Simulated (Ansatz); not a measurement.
# Converging the field response of a SrCl2 (111) film

Which settings does the induced dipole of a SrCl2 (111) film need, and which can be cut?

Calculated with Ansatz 0.2.0; plane-wave DFT, PBE, Ansatz PAW, in the first sound run; inputs show where later runs differ.

### 1. The starting structure

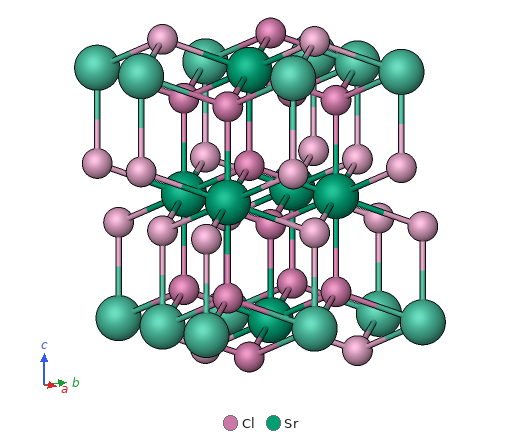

The cell as given, from the side, with the c axis up (chlorine pink, strontium teal). Some periodic images of atoms are drawn too.

The cell holds 9 atoms: 6 Cl and 3 Sr. Its edges and angles: a = 4.936 Å, b = 4.936 Å, c = 28.075 Å, α = 90.0°, β = 90.0°, γ = 120.0°. It derives from SrCl2 (fluorite SrCl2). Vacuum lies along c.

As a file:

```cif
data_structure
_symmetry_space_group_name_H-M 'P 1'
_symmetry_Int_Tables_number 1
_cell_length_a 4.9356
_cell_length_b 4.9356
_cell_length_c 28.0748
_cell_angle_alpha 90.000
_cell_angle_beta 90.000
_cell_angle_gamma 120.000
_cell_volume 592.28
loop_
_atom_site_label
_atom_site_type_symbol
_atom_site_fract_x
_atom_site_fract_y
_atom_site_fract_z
_atom_site_occupancy
Cl1 Cl 0.66667 0.33333 0.32057 1
Sr2 Sr 0.33333 0.66667 0.35646 1
Cl3 Cl 0.00000 0.00000 0.39234 1
Cl4 Cl 0.33333 0.66667 0.46411 1
Sr5 Sr 0.00000 0.00000 0.50000 1
Cl6 Cl 0.66667 0.33333 0.53589 1
Cl7 Cl 0.00000 0.00000 0.60766 1
Sr8 Sr 0.66667 0.33333 0.64354 1
Cl9 Cl 0.33333 0.66667 0.67943 1
```

### 2. Run, setting first choice

The first choice: the default cutoff of 420 eV, a 6×6×1 mesh, 18 Å of vacuum, 0.1 V/Å and a tight threshold. Each later run changes one input against this one; other functionals and files bring their own cutoffs.

Input file input.yaml:

```yaml
crystal:
  lattice:
    - [4.93560533, 0.0, 0.0]
    - [-2.46780267, 4.2743596, 0.0]
    - [0.0, 0.0, 28.0747621974]
  atoms:
    - { symbol: Cl, position: [0.66666667, 0.33333333, 0.3205726174] }
    - { symbol: Sr, position: [0.33333333, 0.66666667, 0.3564580939] }
    - { symbol: Cl, position: [0.0, 0.0, 0.3923435704] }
    - { symbol: Cl, position: [0.33333333, 0.66666667, 0.4641145235] }
    - { symbol: Sr, position: [0.0, 0.0, 0.5] }
    - { symbol: Cl, position: [0.66666667, 0.33333333, 0.5358854765] }
    - { symbol: Cl, position: [0.0, 0.0, 0.6076564296] }
    - { symbol: Sr, position: [0.66666667, 0.33333333, 0.6435419061] }
    - { symbol: Cl, position: [0.33333333, 0.66666667, 0.6794273826] }
kpoints:
  mp_grid: { grid: [6, 6, 1] }
hamiltonian:
  xc: pbe
scf:
  occupations: { method: fixed }
  convergence: { dr2_threshold: 1.0e-10 }
efield:
  axis: 3
  dipole_correction: true
  ramp_position: 0.97
  ramp_width: 0.06
  amplitude: 0.1
output:
  write_potential: true
  write_density: true
  volumetric_format: npy
```

Started as:

```
$ ansatz run input.yaml --threads 2 --pin off --max-ram 3072MiB --backend cpu --events-out ev --progress --plain --runs-dir out
```

Numbers of over 12 decimals in the logs are rounded to 6 here.

What it wrote:

```text
Engine: ansatz 0.2.0, aarch64-unknown-linux-gnu
Pseudopotentials: kind: paw
Pseudopotential: Cl, paw, valence charge 7, recommended cutoff 420 eV (normal), Cl.paw.azcp
Pseudopotential: Sr, paw, valence charge 10, recommended cutoff 420 eV (normal), Sr.paw.azcp
Functional definition: PBE
  parameter kappa = 0.804
  parameter beta = 0.066725
  exchange = pbe_x(kappa = kappa, mu = beta*pi^2/3)
  correlation = pbe_c(beta = beta)
Crystal: 9 atoms, lattice volume = 592.281 Å³
Basis set: ecut = 420 eV, 11595 PW (Γ)
Bands: 45, of which v1, the nominal top of the filled ones, is band 36 counted from 1 (35 counted from 0)
Symmetry: 6 space group operations
k-points: 7 of 36 (time reversal used)
Non-local potential: Cl, projectors of the file, l = 0: 2, l = 1: 2, l = 2: 2
Non-local potential: Sr, projectors of the file, l = 0: 3, l = 1: 2, l = 2: 2
PAW form: soft (Blöchl's): semilocal exchange-correlation on the pseudo side does not see the compensation charge
PAW one-centre angular grid: Cl, 110 points (default); XC on 64 Gauss nodes
PAW one-centre angular grid: Sr, 110 points (default); XC on 64 Gauss nodes
Initial density: superposition of atomic densities (neutral atoms: chi_scale 0, normalization atom, screened)
Initial wavefunctions: pseudopotential atomic-orbital guess
Functional: x = pbe(κ = 0.804, μ = 0.219515), c = pbe(β = 0.066725)
SCF iter   1: F=—  HF=-17132.912119 eV  |F-HF|=—  |Δ(HF+E_count)|=         —  Δρ=1.86e-2  dr2=4.49e0  ethr=3.10e-3  p=0.139 e·Å  D=4.24e-2 V/Å  ΔV_dip=-1.19 eV  dr2_dipole=2.29e-3  V_vac-E_F(+/−)=10.00/8.62 eV  ⟨swp⟩=7.6  Hψ=1446  notcnv=0  defer=48
efield: sawtooth ramp at fractional position 0.9700 (set: `efield.ramp_position`, or a place that a band, a saddle search or an elastic batch's reference lends), width 0.0600; the density the first Hamiltonian is built on has a dipole p = 0.139 e·Å; the dipole correction subtracts the counter field D = 4.24e-2 V/Å, which shifts the + side's vacuum level by -1.19 eV against the − side's; the planar-averaged density in the ramp window peaks in size at 1.6e-7 e/Å³
preconditioner: auto → Resta (q_TF=auto, 1.920 Å⁻¹)  ε∞=1.7  [insulator: Δε(μ)=5.929 eV  Ē_g=14.315 eV  n_scr=82 (ndim 8)  ℏωp=12.4 eV  f_vac=0.521  ε∞_Penn≈1.7  vacuum switching on, ρ_ref=1.5e-2 e/Å³]
SCF iter   2: F=—  HF=-17131.650144 eV  |F-HF|=—  |Δ(HF+E_count)|=    1.26e0  Δρ=7.20e-3  dr2=4.11e-1  ethr=3.10e-3  p=0.100 e·Å  D=3.05e-2 V/Å  ΔV_dip=-0.86 eV  dr2_dipole=5.25e-6  V_vac-E_F(+/−)=8.41/6.70 eV  ⟨swp⟩=3.7  Hψ=675  notcnv=0  defer=42  κ⁻¹=1.0e0(r=1)
SCF iter   3: F=—  HF=-17131.703834 eV  |F-HF|=—  |Δ(HF+E_count)|=   5.37e-2  Δρ=3.73e-3  dr2=8.40e-2  ethr=5.71e-4  p=0.097 e·Å  D=2.97e-2 V/Å  ΔV_dip=-0.83 eV  dr2_dipole=2.16e-6  V_vac-E_F(+/−)=7.96/6.23 eV  ⟨swp⟩=4.0  Hψ=546  notcnv=0  defer=46  κ⁻¹=2.2e-2(r=2)
SCF iter   4: F=—  HF=-17131.741930 eV  |F-HF|=—  |Δ(HF+E_count)|=   3.81e-2  Δρ=5.04e-4  dr2=1.58e-3  ethr=1.17e-4  p=0.095 e·Å  D=2.89e-2 V/Å  ΔV_dip=-0.81 eV  dr2_dipole=2.12e-7  V_vac-E_F(+/−)=7.73/5.98 eV  ⟨swp⟩=4.6  Hψ=525  notcnv=0  defer=49  κ⁻¹=7.4e-4(r=3)
SCF iter   5: F=—  HF=-17131.742897 eV  |F-HF|=—  |Δ(HF+E_count)|=   9.67e-4  Δρ=2.49e-4  dr2=2.61e-4  ethr=2.19e-6  p=0.095 e·Å  D=2.90e-2 V/Å  ΔV_dip=-0.81 eV  dr2_dipole=5.68e-8  V_vac-E_F(+/−)=7.72/5.97 eV  ⟨swp⟩=3.1  Hψ=567  notcnv=0  defer=49  κ⁻¹=1.2e-4(r=4)
SCF iter   6: F=—  HF=-17131.743119 eV  |F-HF|=—  |Δ(HF+E_count)|=   2.21e-4  Δρ=4.16e-5  dr2=1.18e-5  ethr=3.62e-7  p=0.095 e·Å  D=2.91e-2 V/Å  ΔV_dip=-0.82 eV  dr2_dipole=2.34e-9  V_vac-E_F(+/−)=7.73/5.98 eV  ⟨swp⟩=2.0  Hψ=455  notcnv=0  defer=48  κ⁻¹=1.0e-5(r=5)
SCF iter   7: F=—  HF=-17131.743101 eV  |F-HF|=—  |Δ(HF+E_count)|=   1.72e-5  Δρ=1.67e-5  dr2=1.10e-6  ethr=1.64e-8  p=0.095 e·Å  D=2.91e-2 V/Å  ΔV_dip=-0.82 eV  dr2_dipole=5.68e-10  V_vac-E_F(+/−)=7.73/5.99 eV  ⟨swp⟩=2.7  Hψ=581  notcnv=0  defer=46  κ⁻¹=5.2e-7(r=6)
SCF iter   8: F=—  HF=-17131.743169 eV  |F-HF|=—  |Δ(HF+E_count)|=   6.73e-5  Δρ=4.27e-6  dr2=6.57e-8  ethr=1.53e-9  p=0.095 e·Å  D=2.91e-2 V/Å  ΔV_dip=-0.82 eV  dr2_dipole=1.81e-11  V_vac-E_F(+/−)=7.73/5.98 eV  ⟨swp⟩=2.1  Hψ=465  notcnv=0  defer=44  κ⁻¹=5.8e-8(r=7)
SCF iter   9: F=—  HF=-17131.743169 eV  |F-HF|=—  |Δ(HF+E_count)|=   8.00e-8  Δρ=1.20e-6  dr2=4.29e-9  ethr=9.13e-11  p=0.095 e·Å  D=2.91e-2 V/Å  ΔV_dip=-0.82 eV  dr2_dipole=8.66e-12  V_vac-E_F(+/−)=7.73/5.98 eV  ⟨swp⟩=2.0  Hψ=495  notcnv=0  defer=44  κ⁻¹=2.3e-9(r=8)
SCF iter  10: F=—  HF=-17131.743169 eV  |F-HF|=—  |Δ(HF+E_count)|=   6.58e-9  Δρ=2.61e-7  dr2=2.51e-10  ethr=5.95e-12  p=0.095 e·Å  D=2.91e-2 V/Å  ΔV_dip=-0.82 eV  dr2_dipole=1.91e-14  V_vac-E_F(+/−)=7.73/5.98 eV  ⟨swp⟩=2.1  Hψ=542  notcnv=0  defer=44  κ⁻¹=3.7e-9(r=8)
SCF iter  11: F=-17131.743169 eV  HF=-17131.743169 eV  |F-HF|=4.00e-11  |Δ(HF+E_count)|=  2.29e-10  Δρ=7.28e-8  dr2=1.54e-11  ethr=1.00e-12  p=0.095 e·Å  D=2.91e-2 V/Å  ΔV_dip=-0.82 eV  dr2_dipole=2.50e-18  V_vac-E_F(+/−)=7.73/5.98 eV  ⟨swp⟩=23.7  Hψ=2262  notcnv=0
SCF 1 converged in 11 iterations: F = -17131.743169 eV  dr2 = 1.54e-11
  greatest PAW one-centre occupation: 0.986 electrons in one spin orbital (limit 2), on the Sr atom at site 4 (counted from 0), in its partial waves of l = 0
WARN: The output density's exchange-correlation potential varies sharply where the density is thin. Do not read a vacuum level from v_tot or v_xc, or from such a field of the output density. On a cell that repeats whose density bears no net charge and no dipole along the vacuum's axis use v_es (v_loc + v_h of the components); under efield.dipole_correction with no amplitude use v_es + v_field, which holds any externa [...]
SCF converged after 11 iterations
Stability not checked: this state was not tested for a lower state beside it, because the mixer in use, unlike msr1, does not test its closes by its own steps (another_mixer; see scf.mixing.algorithm and scf.lower_state_search)
Free energy (F): -17131.743169 eV
Harris-Foulkes:  -17131.743169 eV  (|F-HF|=4.00e-11)
Internal energy: -17131.743169 eV  (E = F + TS)
E sigma→0 (E₀):  -17131.743169 eV
Fermi energy:    -2.570236 eV
Dipole field:    D = 0.029099 V/Å  (p = 0.095246 e·Å, saw-weighted, corrected)
Work function:   not extracted (applied field tilts the vacuum); planar V_es + V_field profile in the machine report
Levels:          The Fermi level and band energies are counted from a zero that moves with the ramp; work functions are not
--- Per-component energies (eV) ---
  E_band       = -846.504382
  E_kinetic    = 1702.424170
  E_local      = -38449.945986  (includes V_loc(G=0)·N_el)
  E_nonlocal   = 776.119355
  E_hartree    = 18225.220722
  E_xc         = -1165.712771
  E_vxc        = -1221.973674  (∫ρ·V_xc dr)
  E_paw        = -12039.990847  (= ΣΔE_a)
  E_vpaw       = -103.563506  (= ΣTr[D̂ρ^β])
  E_aug_tail   = 0.000538  (compensation charges beyond the density's cutoff)
  E_efield     = -0.008139  (sawtooth field / dipole correction)
  E_vefield    = -0.006753  (∫n·V_field dr)
  E_ewald      = 13820.149790
  E_smearing   = -0.000000  (= −TS)
  E_closure    = 0.000000  (closes the sum)
  Σ components = -17131.743169   (vs F -17131.743169, Δ=0.00e0)
--- Band table (eV; the first three rows and the last of 7) ---
  k-point 0: bands = [... 32 lower, -3.1135, -2.8929, -2.8568, -2.8568, 2.4109, 2.8731, 3.5646, 3.5646, ... 5 higher]
  k-point 1: bands = [... 32 lower, -3.0692, -2.8764, -2.8640, -2.7964, 2.7436, 3.1730, 3.6150, 3.7305, ... 5 higher]
  k-point 2: bands = [... 32 lower, -2.9518, -2.9441, -2.8466, -2.6407, 3.2048, 3.4265, 3.5884, 3.8499, ... 5 higher]
  k-point 6: bands = [... 32 lower, -2.9442, -2.8025, -2.7894, -2.6483, 3.5548, 3.5832, 3.7503, 3.9182, ... 5 higher]
```

Wall time 23 s (2 threads of Arm Neoverse N1, shared host); peak memory 0.71 GiB; 45 s of CPU time.

The column dr2 measures how far the density is from self-consistency, as an energy; F and HF (Harris–Foulkes) agree once it is small.

This step gave:

```
gap on the k-mesh                       : 4.981 eV
dipole along the normal                 : 0.09525 e·Å
equivalent conductor thickness p/(ε₀AE) : 8.170 Å
```

Running mean over 4.03 Å of the planar mean, with the applied field; the ramp of the sawtooth is left out. The electron's electrostatic potential energy less the highest filled level by z:

```csv
z (Å),electron's electrostatic potential energy less the highest filled level (eV)
4,6.29
6,6.40
8,2.63
10,-1.06
12,-1.00
14,-0.961
16,-0.870
18,-0.799
20,2.84
22,7.16
24,7.47
```

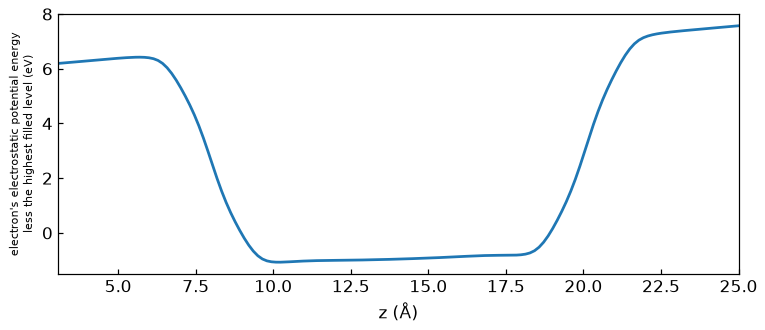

Electron's electrostatic potential energy less the highest filled level against z.

The dipole corresponds to a conductor 8.170 Å thick.

### 3. Single point, box 28.1 Å

input.yaml, as its differences from that of step 2:

```diff
@@ -28,2 +28,4 @@
   amplitude: 0.1
+basis:
+  ecutwfc: "250 eV"
 output:
```

What it wrote:

```text
Warning: basis.ecutwfc = 250 eV is below the records' recommended 420 eV, and the density's cutoff is lower with it unless basis.ecutrho_ratio is high enough to keep the records' density cutoff: compare with a run at a higher cutoff
[...]
Crystal: 9 atoms, lattice volume = 592.281 Å³
Basis set: ecut = 250 eV, 5353 PW (Γ)
[...]
k-point 0: bands = [... 32 lower, -3.1100, -2.8889, -2.8535, -2.8535, 2.4091, 2.8716, 3.5864, 3.5864, ... 5 higher]
  k-point 1: bands = [... 32 lower, -3.0653, -2.8723, -2.8599, -2.7923, 2.7430, 3.1737, 3.6296, 3.7507, ... 5 higher]
  k-point 2: bands = [... 32 lower, -2.9480, -2.9405, -2.8426, -2.6365, 3.2122, 3.4321, 3.6005, 3.8597, ... 5 higher]
  k-point 6: bands = [... 32 lower, -2.9393, -2.7984, -2.7852, -2.6436, 3.5692, 3.5971, 3.7650, 3.9312, ... 5 higher]
[key lines of the parts left out:]
SCF converged after 11 iterations
Free energy (F): -17131.227293 eV
Fermi energy:    -2.566226 eV
Dipole field:    D = 0.029095 V/Å  (p = 0.095234 e·Å, saw-weighted, corrected)
```

It took 10 s on 2 threads; peak memory 0.46 GiB.

The dipole corresponds to a conductor 8.168 Å thick, -0.01 % from the first choice, at 0.44 times its CPU time.

### 4. Single point, box 28.1 Å (run 2)

input.yaml, as its differences from that of step 3:

```diff
@@ -29,3 +29,3 @@
 basis:
-  ecutwfc: "250 eV"
+  ecutwfc: "330 eV"
 output:
```

What it wrote:

```text
[...]
Crystal: 9 atoms, lattice volume = 592.281 Å³
Basis set: ecut = 330 eV, 8105 PW (Γ)
Bands: 45, of which v1, the nominal top of the filled ones, is band 36 counted from 1 (35 counted from 0)
Symmetry: 6 space group operations
k-points: 7 of 36 (time reversal used)
[...]
k-point 0: bands = [... 32 lower, -3.1133, -2.8926, -2.8565, -2.8565, 2.4111, 2.8733, 3.5655, 3.5655, ... 5 higher]
  k-point 1: bands = [... 32 lower, -3.0690, -2.8761, -2.8638, -2.7961, 2.7438, 3.1733, 3.6156, 3.7313, ... 5 higher]
  k-point 2: bands = [... 32 lower, -2.9515, -2.9438, -2.8463, -2.6403, 3.2051, 3.4269, 3.5889, 3.8505, ... 5 higher]
  k-point 6: bands = [... 32 lower, -2.9439, -2.8023, -2.7891, -2.6480, 3.5551, 3.5837, 3.7508, 3.9189, ... 5 higher]
[key lines of the parts left out:]
SCF converged after 11 iterations
Free energy (F): -17131.726873 eV
Fermi energy:    -2.569891 eV
Dipole field:    D = 0.029097 V/Å  (p = 0.095239 e·Å, saw-weighted, corrected)
```

It took 17 s on 2 threads; peak memory 0.55 GiB.

The dipole corresponds to a conductor 8.169 Å thick, -0.01 % from the first choice, at 0.74 times its CPU time.

### 5. Run, box 28.1 Å

input.yaml, as its differences from that of step 4:

```diff
@@ -29,3 +29,3 @@
 basis:
-  ecutwfc: "330 eV"
+  ecutwfc: "600 eV"
 output:
```

What it wrote:

```text
[...]
Crystal: 9 atoms, lattice volume = 592.281 Å³
Basis set: ecut = 600 eV, 19661 PW (Γ)
Bands: 45, of which v1, the nominal top of the filled ones, is band 36 counted from 1 (35 counted from 0)
Symmetry: 6 space group operations
k-points: 7 of 36 (time reversal used)
[...]
k-point 0: bands = [... 32 lower, -3.1135, -2.8929, -2.8568, -2.8568, 2.4107, 2.8729, 3.5646, 3.5646, ... 5 higher]
  k-point 1: bands = [... 32 lower, -3.0693, -2.8764, -2.8640, -2.7965, 2.7433, 3.1729, 3.6150, 3.7305, ... 5 higher]
  k-point 2: bands = [... 32 lower, -2.9518, -2.9441, -2.8466, -2.6407, 3.2047, 3.4263, 3.5884, 3.8498, ... 5 higher]
  k-point 6: bands = [... 32 lower, -2.9442, -2.8026, -2.7894, -2.6483, 3.5547, 3.5831, 3.7502, 3.9182, ... 5 higher]
[key lines of the parts left out:]
SCF converged after 11 iterations
Free energy (F): -17131.743951 eV
Fermi energy:    -2.570261 eV
Dipole field:    D = 0.029099 V/Å  (p = 0.095246 e·Å, saw-weighted, corrected)
```

Wall time 39 s (2 threads); peak memory 1 GiB; 76 s of CPU time.

The dipole corresponds to a conductor 8.170 Å thick, +0.00 % from the first choice, at 1.7 times its CPU time.

### 6. Run, box 28.1 Å (run 2)

input.yaml, as its differences from that of step 5:

```diff
@@ -16,3 +16,3 @@
 kpoints:
-  mp_grid: { grid: [6, 6, 1] }
+  mp_grid: { grid: [1, 1, 1] }
 hamiltonian:
@@ -28,4 +28,2 @@
   amplitude: 0.1
-basis:
-  ecutwfc: "600 eV"
 output:
```

What it wrote:

```text
[...]
Crystal: 9 atoms, lattice volume = 592.281 Å³
Basis set: ecut = 420 eV, 11595 PW (Γ)
Bands: 45, of which v1, the nominal top of the filled ones, is band 36 counted from 1 (35 counted from 0)
Symmetry: 6 space group operations
k-points: 1
[...]
Internal energy: -17131.951010 eV  (E = F + TS)
E sigma→0 (E₀):  -17131.951010 eV
Fermi energy:    -2.760317 eV
Dipole field:    D = 0.030334 V/Å  (p = 0.099287 e·Å, saw-weighted, corrected)
Work function:   not extracted (applied field tilts the vacuum); planar V_es + V_field profile in the machine report
[...]
--- Band table (eV) ---
  k-point 0: bands = [... 32 lower, -3.0076, -2.8312, -2.7603, -2.7603, 2.4416, 2.8872, 3.6623, 3.6623, ... 5 higher]
[key lines of the parts left out:]
SCF converged after 11 iterations
Free energy (F): -17131.951010 eV
```

The job ended after 3.4 s (2 threads; peak memory 0.45 GiB).

The dipole corresponds to a conductor 8.516 Å thick, +4.24 % from the first choice, at 0.13 times its CPU time.

### 7. Single point, box 28.1 Å (run 3)

input.yaml, as its differences from that of step 6:

```diff
@@ -16,3 +16,3 @@
 kpoints:
-  mp_grid: { grid: [1, 1, 1] }
+  mp_grid: { grid: [2, 2, 1] }
 hamiltonian:
```

What it wrote:

```text
[...]
Crystal: 9 atoms, lattice volume = 592.281 Å³
Basis set: ecut = 420 eV, 11595 PW (Γ)
Bands: 45, of which v1, the nominal top of the filled ones, is band 36 counted from 1 (35 counted from 0)
Symmetry: 6 space group operations
k-points: 2 of 4
[...]
Fermi energy:    -2.564891 eV
Dipole field:    D = 0.029139 V/Å  (p = 0.095376 e·Å, saw-weighted, corrected)
Work function:   not extracted (applied field tilts the vacuum); planar V_es + V_field profile in the machine report
[...]
--- Band table (eV) ---
  k-point 0: bands = [... 32 lower, -3.1076, -2.8877, -2.8510, -2.8510, 2.4123, 2.8738, 3.5632, 3.5632, ... 5 higher]
  k-point 1: bands = [... 32 lower, -2.9980, -2.9384, -2.7830, -2.5649, 3.0752, 3.4953, 3.7452, 3.9215, ... 5 higher]
[key lines of the parts left out:]
SCF converged after 11 iterations
Free energy (F): -17131.696088 eV
```

The job ended after 5.1 s (2 threads; peak memory 0.6 GiB).

The dipole corresponds to a conductor 8.181 Å thick, +0.14 % from the first choice, at 0.21 times its CPU time.

### 8. Single point, box 28.1 Å (run 4)

input.yaml, as its differences from that of step 7:

```diff
@@ -16,3 +16,3 @@
 kpoints:
-  mp_grid: { grid: [2, 2, 1] }
+  mp_grid: { grid: [3, 3, 1] }
 hamiltonian:
```

What it wrote:

```text
[...]
Crystal: 9 atoms, lattice volume = 592.281 Å³
Basis set: ecut = 420 eV, 11595 PW (Γ)
Bands: 45, of which v1, the nominal top of the filled ones, is band 36 counted from 1 (35 counted from 0)
Symmetry: 6 space group operations
k-points: 3 of 9 (time reversal used)
[...]
--- Band table (eV) ---
  k-point 0: bands = [... 32 lower, -3.1128, -2.8924, -2.8561, -2.8561, 2.4112, 2.8733, 3.5649, 3.5649, ... 5 higher]
  k-point 1: bands = [... 32 lower, -2.9512, -2.9434, -2.8460, -2.6401, 3.2052, 3.4267, 3.5888, 3.8502, ... 5 higher]
  k-point 2: bands = [... 32 lower, -2.9435, -2.8019, -2.7887, -2.6477, 3.5553, 3.5836, 3.7507, 3.9185, ... 5 higher]
[key lines of the parts left out:]
SCF converged after 11 iterations
Free energy (F): -17131.741705 eV
Fermi energy:    -2.640080 eV
Dipole field:    D = 0.029098 V/Å  (p = 0.095243 e·Å, saw-weighted, corrected)
```

It took 10 s on 2 threads; peak memory 0.61 GiB.

The dipole corresponds to a conductor 8.169 Å thick, -0.00 % from the first choice, at 0.45 times its CPU time.

### 9. Run, box 28.1 Å (run 3)

input.yaml, as its differences from that of step 8:

```diff
@@ -16,3 +16,3 @@
 kpoints:
-  mp_grid: { grid: [3, 3, 1] }
+  mp_grid: { grid: [12, 12, 1] }
 hamiltonian:
```

What it wrote:

```text
[...]
Crystal: 9 atoms, lattice volume = 592.281 Å³
Basis set: ecut = 420 eV, 11595 PW (Γ)
Bands: 45, of which v1, the nominal top of the filled ones, is band 36 counted from 1 (35 counted from 0)
Symmetry: 6 space group operations
k-points: 19 of 144 (time reversal used)
[...]
k-point 0: bands = [... 32 lower, -3.1135, -2.8929, -2.8568, -2.8568, 2.4109, 2.8731, 3.5646, 3.5646, ... 5 higher]
  k-point 1: bands = [... 32 lower, -3.1047, -2.8813, -2.8613, -2.8466, 2.5062, 2.9539, 3.5921, 3.6084, ... 5 higher]
  k-point 2: bands = [... 32 lower, -3.0692, -2.8764, -2.8640, -2.7964, 2.7436, 3.1730, 3.6150, 3.7305, ... 5 higher]
  k-point 18: bands = [... 32 lower, -2.9442, -2.8025, -2.7894, -2.6483, 3.5548, 3.5832, 3.7503, 3.9182, ... 5 higher]
[key lines of the parts left out:]
SCF converged after 11 iterations
Free energy (F): -17131.743169 eV
Fermi energy:    -2.570237 eV
Dipole field:    D = 0.029099 V/Å  (p = 0.095246 e·Å, saw-weighted, corrected)
```

The job ended after 65 s (2 threads; peak memory 0.94 GiB; 2.1 min of CPU time).

The dipole corresponds to a conductor 8.170 Å thick, -0.00 % from the first choice, at 2.9 times its CPU time.

(Part 1 of 3 ends here.)

[Logs are printed without paths, hosts, clocks, repeated set-up lines and the standing remarks that a program may print on its own settings, such as how far it seeks lower states.]

[Hosts, paths, dates, database ids (printed as entryN), source tags and the programs' standing remarks are cut or masked in the printed files.]

[Maps of the electrostatic potential energy from Ansatz leave out the sawtooth potential of an applied field or a dipole correction, so their vacuum need not be flat; planar profiles and work functions include it.]
